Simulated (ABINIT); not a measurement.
Optical-spectrum calculation of GaN (part 2 of 2)

The same run, continued: GaN (4 atoms in the cell); Kohn-Sham DFT of a periodic cell, PBEsol, PseudoDojo NC SR PBEsol v0.4.1 standard, no spin polarisation (ABINIT 10.8.3); cutoff 979.61 eV, 12×12×6 k-mesh, fixed occupations. The structure derives from an entry of the Crystallography Open Database.

Geometry of the input (Å; fractional positions):
```
3.1800  0.0000  0.0000
-1.5900  2.7540  0.0000
0.0000  0.0000  5.1660
Ga 0.6667  0.3333  0.5000
Ga 0.3333  0.6667  0.0000
N  0.6667  0.3333  0.8750
N  0.3333  0.6667  0.3750
```

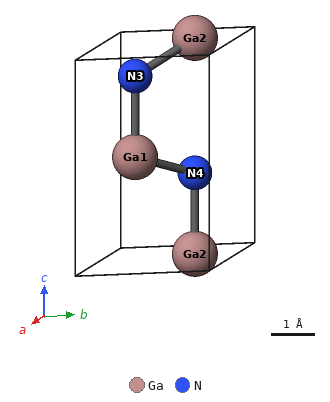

**Figure 1.** The structure as given in the input (ball-and-stick view of the cell of the calculation, seen slightly off an axis; atoms are numbered from 1 in the order of the input).

The program's output, continued
```
--- !ResultsGS
iteration_state: {dtset: 1, }
comment   : Summary of ground state results
lattice_vectors:
- [  6.0093291,   0.0000000,   0.0000000, ]
- [ -3.0046645,   5.2042316,   0.0000000, ]
- [  0.0000000,   0.0000000,   9.7623252, ]
lattice_lengths: [   6.00933,    6.00933,    9.76233, ]
lattice_angles: [ 90.000,  90.000, 120.000, ] # degrees, (23, 13, 12)
lattice_volume:   3.0530638E+02
convergence: {deltae: -5.235E-11, res2:  3.566E-13, residm:  4.954E-09, diffor: null, }
etotal    :  -1.73459904E+02
entropy   :   0.00000000E+00
fermie    :   1.96315466E-01
cartesian_stress_tensor: # hartree/bohr^3
- [  5.25280563E-05,   0.00000000E+00,   0.00000000E+00, ]
- [  0.00000000E+00,   5.25280555E-05,   0.00000000E+00, ]
- [  0.00000000E+00,   0.00000000E+00,  -1.81180926E-05, ]
pressure_GPa:  -8.5260E-01
xred      :
- [  6.6667E-01,   3.3333E-01,   5.0000E-01, Ga]
- [  3.3333E-01,   6.6667E-01,   0.0000E+00, Ga]
- [  6.6667E-01,   3.3333E-01,   8.7500E-01,  N]
- [  3.3333E-01,   6.6667E-01,   3.7500E-01,  N]
cartesian_forces: # hartree/bohr
- [  2.68846507E-28,   8.79572086E-28,  -2.59774697E-03, ]
- [  2.68846507E-28,  -3.62176741E-28,  -2.59774697E-03, ]
- [ -8.96155025E-29,  -1.55218603E-28,   2.59774697E-03, ]
- [ -4.48077512E-28,  -3.62176741E-28,   2.59774697E-03, ]
force_length_stats: {min:   2.59774697E-03, max:   2.59774697E-03, mean:   2.59774697E-03, }
...

 Integrated electronic density in atomic spheres:
 ------------------------------------------------
 Atom  Sphere_radius  Integrated_density
    1        2.00000         10.89667118
    2        2.00000         10.89667118
    3        2.00000          5.25232253
    4        2.00000          5.25232253
================================================================================

 ----iterations are completed or convergence reached----

 Mean square residual over all n,k,spin=   49.011E-13; max=  49.544E-10
 reduced coordinates (array xred) for    4 atoms
       0.666666666667      0.333333333333      0.500000000000
       0.333333333333      0.666666666667      0.000000000000
       0.666666666667      0.333333333333      0.875000000000
       0.333333333333      0.666666666667      0.375000000000
 rms dE/dt=  1.4642E-02; max dE/dt=  2.5393E-02; dE/dt below (all hartree)
    1      -0.000000000000     -0.000000000000      0.025393448911
    2      -0.000000000000      0.000000000000      0.025393448911
    3       0.000000000000      0.000000000000     -0.025326652314
    4       0.000000000000      0.000000000000     -0.025326652314

 cartesian coordinates (angstrom) at end:
    1      1.58999999891869     0.91798692740371     2.58299999824324
    2      0.00000000000000     1.83597385480741     0.00000000000000
    3      1.58999999891869     0.91798692740371     4.52024999692566
    4      0.00000000000000     1.83597385480741     1.93724999868243

 cartesian forces (hartree/bohr) at end:
    1      0.00000000000000     0.00000000000000    -0.00259774697086
    2      0.00000000000000    -0.00000000000000    -0.00259774697086
    3     -0.00000000000000    -0.00000000000000     0.00259774697086
    4     -0.00000000000000    -0.00000000000000     0.00259774697086
 frms,max,avg= 1.4998099E-03 2.5977470E-03   0.000E+00  0.000E+00 -3.421E-06 h/b

 cartesian forces (eV/Angstrom) at end:
    1      0.00000000000000     0.00000000000000    -0.13358152011267
    2      0.00000000000000    -0.00000000000000    -0.13358152011267
    3     -0.00000000000000    -0.00000000000000     0.13358152011267
    4     -0.00000000000000    -0.00000000000000     0.13358152011267
 frms,max,avg= 7.7123327E-02 1.3358152E-01   0.000E+00  0.000E+00 -1.759E-04 e/A
 length scales=  6.009329076300  6.009329076300  9.762325159800 bohr
              =  3.179999997837  3.179999997837  5.165999996486 angstroms
 Fermi (or HOMO) energy (hartree) =   0.19632   Average Vxc (hartree)=  -0.44222
 Eigenvalues (hartree) for nkpt=  57  k points:
 kpt#   1, nband= 18, wtk=  0.00231, kpt=  0.0000  0.0000  0.0833 (reduced coord)
  -0.39175   -0.35880   -0.30143   -0.30083   -0.30083   -0.29860   -0.29860   -0.29152
  -0.29152   -0.28789   -0.28789   -0.24249   -0.06273    0.15830    0.15830    0.18572
   0.19632    0.19632
 prteigrs : prtvol=0 or 1, do not print more k-points.

--- !EnergyTerms
iteration_state     : {dtset: 1, }
comment             : Components of total free energy in Hartree
kinetic             :  1.40084441094687E+02
hartree             :  4.34669648922167E+01
xc                  : -4.76083047999033E+01
Ewald energy        : -1.17003474182718E+02
psp_core            :  7.02174577745848E+00
local_psp           : -1.20816847235302E+02
non_local_psp       : -7.86044293469241E+01
total_energy        : -1.73459903800485E+02
total_energy_eV     : -4.72008444050571E+03
band_energy         : -6.18945442847864E+00
...

 Cartesian components of stress tensor (hartree/bohr^3)
  sigma(1 1)=  5.25280563E-05  sigma(3 2)=  0.00000000E+00
  sigma(2 2)=  5.25280555E-05  sigma(3 1)=  0.00000000E+00
  sigma(3 3)= -1.81180926E-05  sigma(2 1)=  0.00000000E+00

-Cartesian components of stress tensor (GPa)         [Pressure= -8.5260E-01 GPa]
- sigma(1 1)=  1.54542877E+00  sigma(3 2)=  0.00000000E+00
- sigma(2 2)=  1.54542875E+00  sigma(3 1)=  0.00000000E+00
- sigma(3 3)= -5.33052687E-01  sigma(2 1)=  0.00000000E+00

================================================================================
== DATASET  2 ==================================================================

--- !DatasetInfo
iteration_state: {dtset: 2, }
dimensions: {natom: 4, nkpt: 57, mband: 34, nsppol: 1, nspinor: 1, nspden: 1, mpw: 3170, }
cutoff_energies: {ecut:  36.0, pawecutdg:  -1.0, }
electrons: {nelect:   3.60000000E+01, charge:   0.00000000E+00, occopt:   1.00000000E+00, tsmear:   1.00000000E-02, }
meta: {optdriver: 0, ionmov: 0, optcell: 0, iscf: -2, paral_kgb: 0, }
...

 mkfilename : getden/=0, take file _DEN from output of DATASET   1.

 Real(R)+Recip(G) space primitive vectors, cartesian coordinates (Bohr,Bohr^-1):
 R(1)=  6.0093291  0.0000000  0.0000000  G(1)=  0.1664079  0.0960757  0.0000000
 R(2)= -3.0046645  5.2042316  0.0000000  G(2)=  0.0000000  0.1921513  0.0000000
 R(3)=  0.0000000  0.0000000  9.7623252  G(3)=  0.0000000  0.0000000  0.1024346
 Unit cell volume ucvol=  3.0530638E+02 bohr^3
 Angles (23,13,12)=  9.00000000E+01  9.00000000E+01  1.20000000E+02 degrees

 getcut: wavevector=  0.0000  0.0000  0.0000  ngfft=  36  36  54
         ecut(hartree)=     36.000   => boxcut(ratio)=   2.04797
--------------------------------------------------------------------------------

================================================================================
 Non-SCF case, kpt    1 (  0.00000  0.00000  0.08333), residuals and eigenvalues=
  8.99E-13  2.29E-13  2.15E-13  5.42E-13  5.23E-13  4.47E-13  8.35E-13  3.33E-13
  7.35E-13  6.47E-13  7.02E-13  3.96E-13  1.21E-13  6.21E-13  5.85E-13  3.13E-13
  6.79E-13  4.67E-13  8.05E-13  2.73E-13  2.41E-13  3.37E-13  1.28E-13  2.56E-13
  9.37E-13  9.14E-13  5.37E-13  3.94E-13  7.49E-13  9.57E-13  4.16E-13  4.86E-13
  8.74E-13  5.92E-08
 -3.9175E-01 -3.5880E-01 -3.0143E-01 -3.0083E-01 -3.0083E-01 -2.9860E-01
 -2.9860E-01 -2.9152E-01 -2.9152E-01 -2.8789E-01 -2.8789E-01 -2.4249E-01
 -6.2734E-02  1.5830E-01  1.5830E-01  1.8572E-01  1.9632E-01  1.9632E-01
  2.7644E-01  3.5387E-01  5.3189E-01  5.5959E-01  5.5959E-01  5.8633E-01
  6.2498E-01  6.2498E-01  7.3115E-01  7.7333E-01  7.7333E-01  8.5577E-01
  8.5577E-01  8.5942E-01  8.7739E-01  9.9289E-01
 prteigrs : prtvol=0 or 1, do not print more k-points.

--- !ResultsGS
iteration_state: {dtset: 2, }
comment   : Summary of ground state results
lattice_vectors:
- [  6.0093291,   0.0000000,   0.0000000, ]
- [ -3.0046645,   5.2042316,   0.0000000, ]
- [  0.0000000,   0.0000000,   9.7623252, ]
lattice_lengths: [   6.00933,    6.00933,    9.76233, ]
lattice_angles: [ 90.000,  90.000, 120.000, ] # degrees, (23, 13, 12)
lattice_volume:   3.0530638E+02
convergence: {deltae:  0.000E+00, res2:  0.000E+00, residm:  9.982E-13, diffor:  0.000E+00, }
etotal    :  -1.73459904E+02
entropy   :   0.00000000E+00
fermie    :   1.96315466E-01
cartesian_stress_tensor: null
pressure_GPa: null
xred      :
- [  6.6667E-01,   3.3333E-01,   5.0000E-01, Ga]
- [  3.3333E-01,   6.6667E-01,   0.0000E+00, Ga]
- [  6.6667E-01,   3.3333E-01,   8.7500E-01,  N]
- [  3.3333E-01,   6.6667E-01,   3.7500E-01,  N]
cartesian_forces: null
force_length_stats: {min: null, max: null, mean: null, }
...

 Integrated electronic density in atomic spheres:
 ------------------------------------------------
 Atom  Sphere_radius  Integrated_density
    1        2.00000         10.89667118
    2        2.00000         10.89667118
    3        2.00000          5.25232253
    4        2.00000          5.25232253
================================================================================

 ----iterations are completed or convergence reached----

 Mean square residual over all n,k,spin=   49.174E-14; max=  99.820E-14
 reduced coordinates (array xred) for    4 atoms
       0.666666666667      0.333333333333      0.500000000000
       0.333333333333      0.666666666667      0.000000000000
       0.666666666667      0.333333333333      0.875000000000
       0.333333333333      0.666666666667      0.375000000000

 cartesian coordinates (angstrom) at end:
    1      1.58999999891869     0.91798692740371     2.58299999824324
    2      0.00000000000000     1.83597385480741     0.00000000000000
    3      1.58999999891869     0.91798692740371     4.52024999692566
    4      0.00000000000000     1.83597385480741     1.93724999868243
 length scales=  6.009329076300  6.009329076300  9.762325159800 bohr
              =  3.179999997837  3.179999997837  5.165999996486 angstroms
 Eigenvalues (hartree) for nkpt=  57  k points:
 kpt#   1, nband= 34, wtk=  0.00231, kpt=  0.0000  0.0000  0.0833 (reduced coord)
  -0.39175   -0.35880   -0.30143   -0.30083   -0.30083   -0.29860   -0.29860   -0.29152
  -0.29152   -0.28789   -0.28789   -0.24249   -0.06273    0.15830    0.15830    0.18572
   0.19632    0.19632    0.27644    0.35387    0.53189    0.55959    0.55959    0.58633
   0.62498    0.62498    0.73115    0.77333    0.77333    0.85577    0.85577    0.85942
   0.87739    0.99289
 prteigrs : prtvol=0 or 1, do not print more k-points.

================================================================================
== DATASET  3 ==================================================================

--- !DatasetInfo
iteration_state: {dtset: 3, }
dimensions: {natom: 4, nkpt: 57, mband: 30, nsppol: 1, nspinor: 1, nspden: 1, mpw: 3170, }
cutoff_energies: {ecut:  36.0, pawecutdg:  -1.0, }
electrons: {nelect:   3.60000000E+01, charge:   0.00000000E+00, occopt:   1.00000000E+00, tsmear:   1.00000000E-02, }
meta: {optdriver: 8, wfk_task: 7, }
...

 mkfilename : getwfk/=0, take file _WFK from output of DATASET   2.

--------------------------------------------------------------------------------

 Computation of velocity matrix elements (DDK)

 Parameters extracted from the Abinit header:
    ecut:     36.0
    nkpt:    864
    mband:   34
    nsppol:  1
    nspinor: 1
    useylm:  0
    inclvkb: 2
    bmin: 1, bmax: 34
    Computing diagonal and off-diagonal matrix elements
    Between band index bmin: 1, bmax: 34

== END DATASET(S) ==============================================================
================================================================================

 -outvars: echo values of variables after computation  --------
            acell      6.0093290763E+00  6.0093290763E+00  9.7623251598E+00 Bohr
           etotal1    -1.7345990380E+02
           etotal3     0.0000000000E+00
            fcart1     2.6884650739E-28  8.7957208597E-28 -2.5977469709E-03
                       2.6884650739E-28 -3.6217674128E-28 -2.5977469709E-03
                      -8.9615502462E-29 -1.5521860341E-28  2.5977469709E-03
                      -4.4807751231E-28 -3.6217674128E-28  2.5977469709E-03
            fcart3     0.0000000000E+00  0.0000000000E+00  0.0000000000E+00
                       0.0000000000E+00  0.0000000000E+00  0.0000000000E+00
                       0.0000000000E+00  0.0000000000E+00  0.0000000000E+00
                       0.0000000000E+00  0.0000000000E+00  0.0000000000E+00
            rprim      1.0000000000E+00  0.0000000000E+00  0.0000000000E+00
                      -5.0000000000E-01  8.6602540380E-01  0.0000000000E+00
                       0.0000000000E+00  0.0000000000E+00  1.0000000000E+00
           strten1     5.2528056328E-05  5.2528055499E-05 -1.8118092555E-05
                       0.0000000000E+00  0.0000000000E+00  0.0000000000E+00
           strten3     0.0000000000E+00  0.0000000000E+00  0.0000000000E+00
                       0.0000000000E+00  0.0000000000E+00  0.0000000000E+00
           xangst      1.5899999989E+00  9.1798692740E-01  2.5829999982E+00
                       2.7435156673E-16  1.8359738548E+00  0.0000000000E+00
                       1.5899999989E+00  9.1798692740E-01  4.5202499969E+00
                       2.7435156673E-16  1.8359738548E+00  1.9372499987E+00
             xred      6.6666666667E-01  3.3333333333E-01  5.0000000000E-01
                       3.3333333333E-01  6.6666666667E-01  0.0000000000E+00
                       6.6666666667E-01  3.3333333333E-01  8.7500000000E-01
                       3.3333333333E-01  6.6666666667E-01  3.7500000000E-01
 Calculation completed.
```

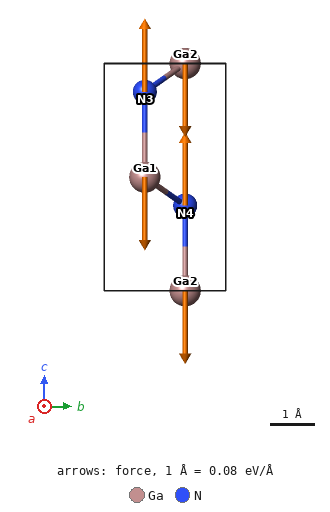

**Figure 2.** Forces on the atoms as orange arrows (ball-and-stick view of the cell of the calculation, along the a axis; atoms are numbered from 1 in the order of the input). The largest act on Ga1, Ga2 (0.13 eV/Å); N3, N4 (0.13 eV/Å). The geometry is not a stationary point of this energy.

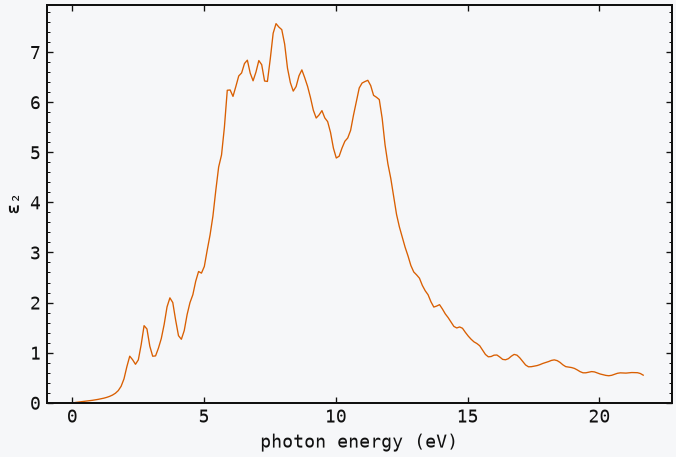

**Figure 3.** Imaginary part of the dielectric function (first component that the program prints). The highest peak, 7.6, lies at 7.73 eV.

Key numbers

```tsv
quantity	value
outcome	converged
space group (tolerance 0.01 Å)	P6₃mc (186)
electrons treated	36
free energy	−4720.0844 eV
Fermi energy	5.342 eV
pressure	−0.85 GPa
largest force (length of the vector)	0.134 eV/Å
hardware	1 thread of Intel Xeon @ 2.50GHz (Skylake/Cascade Lake), 16 GiB of memory available, shared host
wall time	8.5 min
peak memory	1.6 GiB
```

Notes

Points of doubt noted for this run: cutoff too low for stress.
